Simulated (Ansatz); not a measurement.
**Geometry relaxation of MoSi2 (part 1 of 2)**

The run: geometry relaxation of MoSi2 (slab, 9 atoms in the cell). Method and program: DFT PBE, scalar-relativistic, plane waves, PAW, no spin polarisation (Ansatz 0.2.0).

The structure derives from an entry of the Crystallography Open Database. It belongs to a series of runs on one base structure; here: (0 0 1) slab, atoms relaxed.

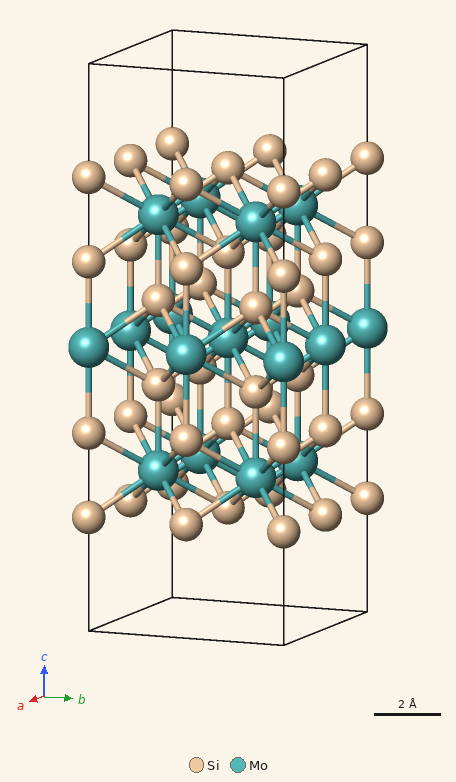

Fig. 1: The structure as given in the input (ball-and-stick view of the 2 × 2 repeat of the cell, with the vacuum cut short, seen slightly off an axis). An atom can appear more than once, as a periodic image.

Summary:

| quantity | value |
| --- | --- |
| outcome | converged |
| electrons treated | 66 |
| free energy | −18684.3889 eV |
| work function, top face | 4.45 eV |
| work function, bottom face | 4.45 eV |
| Fermi energy | 4.895 eV |
| gap on the k-point mesh | none (metallic) |
| final volume | 263.56 Å³ |
| work function (upper face) | 4.45 eV |
| largest force (length of the vector) at the end | 0.006 eV/Å |
| hardware | 1 thread of Intel Xeon @ 2.70GHz, 189 GiB of memory available, shared host |
| wall time | 2.5 min |
| peak memory | 0.55 GiB |

Input file:
```yaml
crystal:
  lattice:
    - [3.2168473656, 0.0, 0.0]
    - [0.0, 3.2168473656, 0.0]
    - [0.0, 0.0, 25.4695555541]
  atoms:
    - { symbol: Si, position: [0.0, 0.0, 0.2944692138] }
    - { symbol: Mo, position: [0.5, 0.5, 0.3454425326] }
    - { symbol: Si, position: [0.0, 0.0, 0.3964158513] }
    - { symbol: Si, position: [0.5, 0.5, 0.4490266812] }
    - { symbol: Mo, position: [0.0, 0.0, 0.5] }
    - { symbol: Si, position: [0.5, 0.5, 0.5509733188] }
    - { symbol: Si, position: [0.0, 0.0, 0.6035841487] }
    - { symbol: Mo, position: [0.5, 0.5, 0.6545574674] }
    - { symbol: Si, position: [0.0, 0.0, 0.7055307862] }
basis:
  ecutwfc: 420
kpoints:
  mp_grid: { grid: [11, 11, 1] }
hamiltonian:
  xc: pbe
scf:
  occupations: { method: gaussian, width: 0.1 }
output:
  forces: true
  eigenvalues: true
relax:
  adjacent_minimum: "off"
  f_tol: 0.02
  max_steps: 60
efield:
  axis: 3
  dipole_correction: true
  ramp_width: 0.04
```

Launched with:
```bash
ansatz run input.yaml --threads 1 --pin off --max-ram 2560MiB --backend cpu --events-out ev --progress --plain --runs-dir out
```

Log:
```
Engine: ansatz 0.2.0, x86_64-unknown-linux-gnu
Pseudopotentials: kind: paw
Pseudopotential: Si, paw, valence charge 4, recommended cutoff 420 eV (normal), Si.paw.azcp
Pseudopotential: Mo, paw, valence charge 14, recommended cutoff 420 eV (normal), Mo.paw.azcp
Functional definition: PBE
  parameter kappa = 0.804
  parameter beta = 0.06672455060314922
  exchange = pbe_x(kappa = kappa, mu = beta*pi^2/3)
  correlation = pbe_c(beta = beta)
Crystal: 9 atoms, lattice volume = 263.562 Å³
Basis set: ecut = 420 eV, 5157 PW (Γ), exchange–correlation on 48×48×360 points (8 copies of the dense FFT grid, shifted against one another)
Bands: 42, of which v1, the nominal top of the filled ones, is band 33 counted from 1 (32 counted from 0)
Symmetry: 8 space group operations
k-points: 21 of 121
Non-local potential: Si, projectors of the file, l = 0: 2, l = 1: 2, l = 2: 2
Non-local potential: Mo, projectors of the file, l = 0: 3, l = 1: 2, l = 2: 2, l = 3: 1
PAW form: soft (Blöchl's): semilocal exchange-correlation on the pseudo side does not see the compensation charge
PAW one-centre angular grid: Si, 110 points (default); XC on 64 Gauss nodes
PAW one-centre angular grid: Mo, 590 points (default); XC on 64 Gauss nodes
Initial density: superposition of atomic densities (neutral atoms: chi_scale 0, normalization atom), corrected by the library's trained network
Initial wavefunctions: pseudopotential atomic-orbital guess
Functional: x = pbe(κ = 0.804, μ = 0.2195149727645171), c = pbe(β = 0.06672455060314922)
SCF iter   1: F=—  HF=-18684.333539 eV  |F-HF|=—  |Δ(HF+E_count)|=         —  Δρ=4.75e-3  dr2=9.11e-2  ethr=1.77e-3  p=0.000 e·Å  D=7.26e-14 V/Å  ΔV_dip=-0.00 eV  dr2_dipole=6.31e-10  V_vac-E_F(+/−)=4.95/4.95 eV  ⟨swp⟩=10.4  Hψ=5202  notcnv=0
efield: sawtooth ramp at fractional position 0.9800 (placed from the atoms, in the widest stretch of the axis that holds none; the zero of the levels goes with the place), width 0.0400; the density the first Hamiltonian is built on has a dipole p = 0.000 e·Å; the dipole correction subtracts the counter field D = 7.26e-14 V/Å, which shifts the + side's vacuum level by -0.00 eV against the − side's; the planar-averaged density in the ramp window peaks in size at 3.9e-5 e/Å³
preconditioner: auto → LDOS  [metal: Δε(μ)=0.050 eV  Ē_g=6.451 eV  σ=0.100 eV  W_gap=0.27  n_scr=44 (ndim 8)  ℏωp=14.8 eV  f_vac=0.450  D(μ)=2.55/eV (n_scr^D=10)  β→1.0]
SCF iter   2: F=—  HF=-18684.336487 eV  |F-HF|=—  |Δ(HF+E_count)|=   2.95e-3  Δρ=2.63e-3  dr2=1.17e-1  ethr=1.38e-4  p=0.000 e·Å  D=4.24e-7 V/Å  ΔV_dip=-0.00 eV  dr2_dipole=3.15e-9  V_vac-E_F(+/−)=4.55/4.55 eV  ⟨swp⟩=2.2  Hψ=1607  notcnv=0  defer=20
SCF iter   3: F=—  HF=-18684.329142 eV  |F-HF|=—  |Δ(HF+E_count)|=   7.35e-3  Δρ=1.02e-3  dr2=1.58e-2  ethr=1.38e-4  p=0.000 e·Å  D=4.94e-7 V/Å  ΔV_dip=-0.00 eV  dr2_dipole=2.55e-10  V_vac-E_F(+/−)=4.56/4.56 eV  ⟨swp⟩=2.0  Hψ=1169  notcnv=0  defer=20
SCF iter   4: F=—  HF=-18684.328018 eV  |F-HF|=—  |Δ(HF+E_count)|=   1.12e-3  Δρ=4.85e-4  dr2=1.59e-3  ethr=2.39e-5  p=0.000 e·Å  D=1.31e-6 V/Å  ΔV_dip=-0.00 eV  dr2_dipole=3.42e-11  V_vac-E_F(+/−)=4.54/4.54 eV  ⟨swp⟩=3.1  Hψ=1579  notcnv=0  defer=20
SCF iter   5: F=—  HF=-18684.327846 eV  |F-HF|=—  |Δ(HF+E_count)|=   1.72e-4  Δρ=1.27e-4  dr2=6.98e-5  ethr=2.41e-6  p=0.000 e·Å  D=8.58e-7 V/Å  ΔV_dip=-0.00 eV  dr2_dipole=6.45e-11  V_vac-E_F(+/−)=4.53/4.53 eV  ⟨swp⟩=2.0  Hψ=1153  notcnv=0  defer=7
iter 6 did not close the SCF: its close was put off until two iterations running show no level that it waits for move by more than its bar (scf_convergence_deferred on its scf_iter line)
SCF iter   6: F=-18684.327851 eV  HF=-18684.327852 eV  |F-HF|=1.34e-6  |Δ(HF+E_count)|=   5.98e-6  Δρ=4.24e-5  dr2=7.24e-6  ethr=1.52e-8  p=0.000 e·Å  D=4.21e-7 V/Å  ΔV_dip=-0.00 eV  dr2_dipole=4.86e-11  V_vac-E_F(+/−)=4.52/4.52 eV  ⟨swp⟩=13.7  Hψ=5426  notcnv=0
iter 7 did not close the SCF: its close was put off until two iterations running show no level that it waits for move by more than its bar (scf_convergence_deferred on its scf_iter line)
SCF iter   7: F=-18684.327854 eV  HF=-18684.327854 eV  |F-HF|=1.64e-7  |Δ(HF+E_count)|=   1.77e-6  Δρ=1.40e-5  dr2=6.05e-7  ethr=1.10e-8  p=0.000 e·Å  D=9.48e-8 V/Å  ΔV_dip=-0.00 eV  dr2_dipole=7.02e-13  V_vac-E_F(+/−)=4.52/4.52 eV  ⟨swp⟩=5.1  Hψ=3658  notcnv=0
SCF iter   8: F=-18684.327854 eV  HF=-18684.327854 eV  |F-HF|=2.24e-8  |Δ(HF+E_count)|=   3.77e-7  Δρ=3.12e-6  dr2=4.51e-8  ethr=9.16e-10  p=0.000 e·Å  D=3.18e-8 V/Å  ΔV_dip=-0.00 eV  dr2_dipole=1.48e-11  V_vac-E_F(+/−)=4.52/4.52 eV  ⟨swp⟩=3.0  Hψ=2945  notcnv=0
SCF 1 converged in 8 iterations: F = -18684.327854 eV  dr2 = 4.51e-8
  greatest PAW one-centre occupation: 0.998 electrons in one spin orbital (limit 2), on the Mo atom at site 7 (counted from 0), in its partial waves of l = 0
relax step   1: F+E_penalty+E_count = -18684.32785419 eV  Δ(F+E_penalty+E_count) = +0.000e0 eV  max|allowed force component| = 5.649e-1 eV/Å  Δτ_max = 0.0000 Å  (8 SCF iters, dr2 threshold 1.00e-5 eV, accepted)
Initial density: handed on by an earlier stage of this run
Initial wavefunctions: those handed on with the density
iter 1 solved again at ethr=1.33e-4 eV; its pass at ethr=3.10e-3 eV (dr2=8.76e-2 eV) is discarded
SCF iter   1: F=—  HF=-18684.395935 eV  |F-HF|=—  |Δ(HF+E_count)|=         —  Δρ=3.34e-3  dr2=9.04e-2  ethr=1.33e-4  p=0.000 e·Å  D=3.18e-8 V/Å  ΔV_dip=-0.00 eV  dr2_dipole=4.47e-10  V_vac-E_F(+/−)=4.53/4.53 eV  ⟨swp⟩=2.0  Hψ=3257  notcnv=0  defer=49
efield: sawtooth ramp at fractional position 0.9800 (handed on by an earlier solve), width 0.0400; the density the first Hamiltonian is built on has a dipole p = 0.000 e·Å; the dipole correction subtracts the counter field D = 3.18e-8 V/Å, which shifts the + side's vacuum level by -0.00 eV against the − side's; the planar-averaged density in the ramp window peaks in size at 3.2e-6 e/Å³
preconditioner: auto → LDOS  [metal: Δε(μ)=0.067 eV  Ē_g=6.534 eV  σ=0.100 eV  W_gap=0.35  n_scr=44 (ndim 8)  ℏωp=14.8 eV  f_vac=0.459  D(μ)=1.85/eV (n_scr^D=8)  β→1.0]
SCF iter   2: F=—  HF=-18684.392196 eV  |F-HF|=—  |Δ(HF+E_count)|=   3.74e-3  Δρ=2.24e-3  dr2=5.78e-2  ethr=1.33e-4  p=0.000 e·Å  D=3.12e-7 V/Å  ΔV_dip=-0.00 eV  dr2_dipole=9.64e-10  V_vac-E_F(+/−)=4.41/4.41 eV  ⟨swp⟩=2.0  Hψ=1248  notcnv=0  defer=49
SCF iter   3: F=—  HF=-18684.386684 eV  |F-HF|=—  |Δ(HF+E_count)|=   5.51e-3  Δρ=9.60e-4  dr2=7.71e-3  ethr=8.76e-5  p=0.000 e·Å  D=4.23e-7 V/Å  ΔV_dip=-0.00 eV  dr2_dipole=3.32e-11  V_vac-E_F(+/−)=4.47/4.47 eV  ⟨swp⟩=2.0  Hψ=1201  notcnv=0  defer=49
SCF iter   4: F=—  HF=-18684.385686 eV  |F-HF|=—  |Δ(HF+E_count)|=   9.98e-4  Δρ=1.96e-4  dr2=6.51e-4  ethr=1.17e-5  p=-0.000 e·Å  D=-3.62e-8 V/Å  ΔV_dip=0.00 eV  dr2_dipole=4.09e-12  V_vac-E_F(+/−)=4.47/4.47 eV  ⟨swp⟩=2.4  Hψ=1316  notcnv=0  defer=50
SCF iter   5: F=-18684.385657 eV  HF=-18684.385654 eV  |F-HF|=2.82e-6  |Δ(HF+E_count)|=   3.12e-5  Δρ=8.56e-5  dr2=1.34e-5  ethr=3.02e-8  p=0.000 e·Å  D=1.25e-7 V/Å  ΔV_dip=-0.00 eV  dr2_dipole=2.62e-11  V_vac-E_F(+/−)=4.47/4.47 eV  ⟨swp⟩=15.8  Hψ=5587  notcnv=0
SCF 2 converged in 5 iterations: F = -18684.385657 eV  dr2 = 1.34e-5
  greatest PAW one-centre occupation: 0.998 electrons in one spin orbital (limit 2), on the Mo atom at site 1 (counted from 0), in its partial waves of l = 0
relax step   2: F+E_penalty+E_count = -18684.38565720 eV  Δ(F+E_penalty+E_count) = -5.780e-2 eV  max|allowed force component| = 1.809e-1 eV/Å  Δτ_max = 0.0923 Å  (5 SCF iters, dr2 threshold 1.99e-5 eV, accepted)
SCF iter   1: F=—  HF=-18684.389870 eV  |F-HF|=—  |Δ(HF+E_count)|=         —  Δρ=1.01e-3  dr2=1.38e-2  ethr=4.61e-5  p=0.000 e·Å  D=1.25e-7 V/Å  ΔV_dip=-0.00 eV  dr2_dipole=1.80e-10  V_vac-E_F(+/−)=4.45/4.45 eV  ⟨swp⟩=2.4  Hψ=1796  notcnv=0  defer=49
efield: sawtooth ramp at fractional position 0.9800 (handed on by an earlier solve), width 0.0400; the density the first Hamiltonian is built on has a dipole p = 0.000 e·Å; the dipole correction subtracts the counter field D = 1.25e-7 V/Å, which shifts the + side's vacuum level by -0.00 eV against the − side's; the planar-averaged density in the ramp window peaks in size at 2.2e-6 e/Å³
preconditioner: auto → LDOS  [metal: Δε(μ)=0.060 eV  Ē_g=6.531 eV  σ=0.100 eV  W_gap=0.32  n_scr=44 (ndim 8)  ℏωp=14.8 eV  f_vac=0.460  D(μ)=1.89/eV (n_scr^D=8)  β→1.0]
SCF iter   2: F=—  HF=-18684.392355 eV  |F-HF|=—  |Δ(HF+E_count)|=   2.49e-3  Δρ=1.22e-3  dr2=6.08e-2  ethr=2.09e-5  p=0.000 e·Å  D=2.08e-8 V/Å  ΔV_dip=-0.00 eV  dr2_dipole=5.73e-12  V_vac-E_F(+/−)=4.45/4.45 eV  ⟨swp⟩=3.0  Hψ=1577  notcnv=0  defer=49  recentre
SCF iter   3: F=—  HF=-18684.388766 eV  |F-HF|=—  |Δ(HF+E_count)|=   3.59e-3  Δρ=4.24e-4  dr2=2.41e-3  ethr=2.09e-5  p=0.000 e·Å  D=5.94e-8 V/Å  ΔV_dip=-0.00 eV  dr2_dipole=2.02e-11  V_vac-E_F(+/−)=4.45/4.45 eV  ⟨swp⟩=2.0  Hψ=1214  notcnv=0  defer=49
SCF iter   4: F=—  HF=-18684.388582 eV  |F-HF|=—  |Δ(HF+E_count)|=   1.84e-4  Δρ=1.11e-4  dr2=8.44e-5  ethr=3.66e-6  p=-0.000 e·Å  D=-9.56e-8 V/Å  ΔV_dip=0.00 eV  dr2_dipole=3.81e-12  V_vac-E_F(+/−)=4.45/4.45 eV  ⟨swp⟩=2.3  Hψ=1212  notcnv=0  defer=49
SCF iter   5: F=—  HF=-18684.388650 eV  |F-HF|=—  |Δ(HF+E_count)|=   6.78e-5  Δρ=3.19e-5  dr2=5.32e-6  ethr=1.28e-7  p=-0.000 e·Å  D=-2.79e-8 V/Å  ΔV_dip=0.00 eV  dr2_dipole=2.58e-12  V_vac-E_F(+/−)=4.45/4.45 eV  ⟨swp⟩=2.6  Hψ=1381  notcnv=0  defer=49
iter 6 did not close the SCF: its close was put off until two iterations running show no level that it waits for move by more than its bar (scf_convergence_deferred on its scf_iter line)
SCF iter   6: F=-18684.388651 eV  HF=-18684.388650 eV  |F-HF|=3.77e-7  |Δ(HF+E_count)|=   8.43e-7  Δρ=9.88e-6  dr2=2.45e-7  ethr=3.10e-9  p=-0.000 e·Å  D=-9.74e-9 V/Å  ΔV_dip=0.00 eV  dr2_dipole=4.43e-16  V_vac-E_F(+/−)=4.45/4.45 eV  ⟨swp⟩=13.8  Hψ=4603  notcnv=0
iter 7 did not close the SCF: its close was put off until two iterations running show no level that it waits for move by more than its bar (scf_convergence_deferred on its scf_iter line)
SCF iter   7: F=-18684.388651 eV  HF=-18684.388651 eV  |F-HF|=9.36e-8  |Δ(HF+E_count)|=   3.84e-7  Δρ=3.65e-6  dr2=3.31e-8  ethr=3.71e-10  p=0.000 e·Å  D=1.07e-8 V/Å  ΔV_dip=-0.00 eV  dr2_dipole=3.43e-13  V_vac-E_F(+/−)=4.45/4.45 eV  ⟨swp⟩=3.7  Hψ=2962  notcnv=0
SCF iter   8: F=-18684.388651 eV  HF=-18684.388651 eV  |F-HF|=1.01e-9  |Δ(HF+E_count)|=   9.92e-8  Δρ=8.90e-7  dr2=7.33e-9  ethr=5.02e-11  p=-0.000 e·Å  D=-2.01e-8 V/Å  ΔV_dip=0.00 eV  dr2_dipole=4.63e-12  V_vac-E_F(+/−)=4.44/4.44 eV  ⟨swp⟩=2.0  Hψ=2325  notcnv=0
SCF 3 converged in 8 iterations: F = -18684.388651 eV  dr2 = 7.33e-9
relax step   3: F+E_penalty+E_count = -18684.38865083 eV  Δ(F+E_penalty+E_count) = -2.994e-3 eV  max|allowed force component| = 5.662e-2 eV/Å  Δτ_max = 0.0118 Å  (8 SCF iters, dr2 threshold 2.04e-6 eV, accepted)
```
